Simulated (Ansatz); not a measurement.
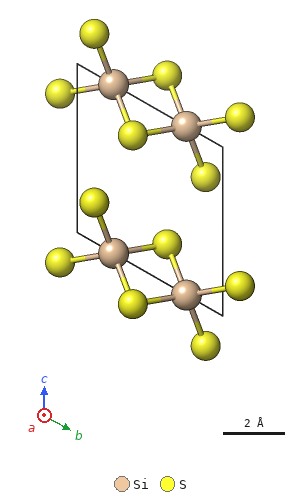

Starting frame of a dynamics run of a 6-atom cell of SiS2 (built on the measured structure type). Style: ball-and-stick. Shown: the reduced simulation cell, along the a axis. Bonds to atoms that aren't drawn are left out. Lengths and directions refer to the drawn axes.

The calculation used Ansatz, DFT, PBEsol, plane waves, PAW.

Input
```yaml
crystal:
  lattice:
    - [-2.7433908183, 4.8180676674, 2.7616510829]
    - [2.7433908183, -4.8180676674, 2.7616510829]
    - [2.7433908183, 4.8180676674, -2.7616510829]
  atoms:
    - { symbol: Si, position: [0.75, 0.75, 0.0] }
    - { symbol: Si, position: [0.25, 0.25, 0.0] }
    - { symbol: S, position: [0.1177775564, 0.2122162985, 0.3299938549] }
    - { symbol: S, position: [0.8822224436, 0.7877837015, 0.6700061451] }
    - { symbol: S, position: [0.6177775564, 0.2877837015, 0.9055612579] }
    - { symbol: S, position: [0.3822224436, 0.7122162985, 0.0944387421] }
kpoints:
  mp_grid: { grid: [4, 4, 4] }
hamiltonian:
  xc: pbesol
scf:
  occupations: { method: fermi_dirac, width: 0.069 }
md:
  ensemble: nvt_langevin
  temperature: 800
  timestep: 3.0
  n_steps: 40
  initial_velocities: maxwell_boltzmann
  seed: 2252
```

Command:
```bash
ansatz run input.yaml --threads 4 --pin off --max-ram 5529MiB --backend cpu --events-out ev --progress --plain --runs-dir out
```

> What does the trajectory do?

The mean temperature in the second half is 913 K (standard deviation 94 K). The potential energy in the second half lies on average 80.4 meV per atom above the first frame. In the second half of the run the atoms are, in the root-mean-square, this far from where they began (common drift taken out): S 0.21 Å, Si 0.19 Å. That is small against the typical shortest distance between atoms in the first frame, about 2.1 Å: the atoms vibrate about their sites and the arrangement holds.

Along the run (each row but the first and the last is the mean over the interval that it begins):

```json
{"time (fs)": "0.0", "potential energy (meV/atom)": "0.0", "T (K)": "667"}
{"time (fs)": "18.0", "potential energy (meV/atom)": "47.4", "T (K)": "418"}
{"time (fs)": "36.0", "potential energy (meV/atom)": "61.5", "T (K)": "601"}
{"time (fs)": "54.0", "potential energy (meV/atom)": "75.4", "T (K)": "821"}
{"time (fs)": "72.0", "potential energy (meV/atom)": "88.8", "T (K)": "896"}
{"time (fs)": "90.0", "potential energy (meV/atom)": "82.5", "T (K)": "1010"}
{"time (fs)": "108.0", "potential energy (meV/atom)": "70.5", "T (K)": "898"}
```

The paths of the atoms, magnified 2 times:

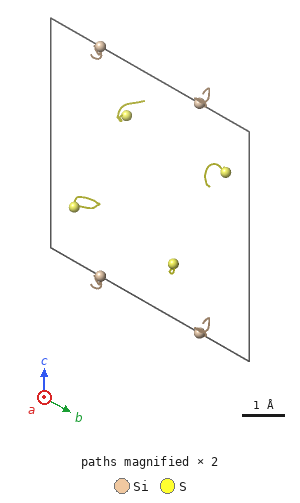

Cost: 23 s on 4 threads of AMD EPYC 9R45 96-Core Processor (Zen 5), on a shared host, peak memory 0.56 GiB.
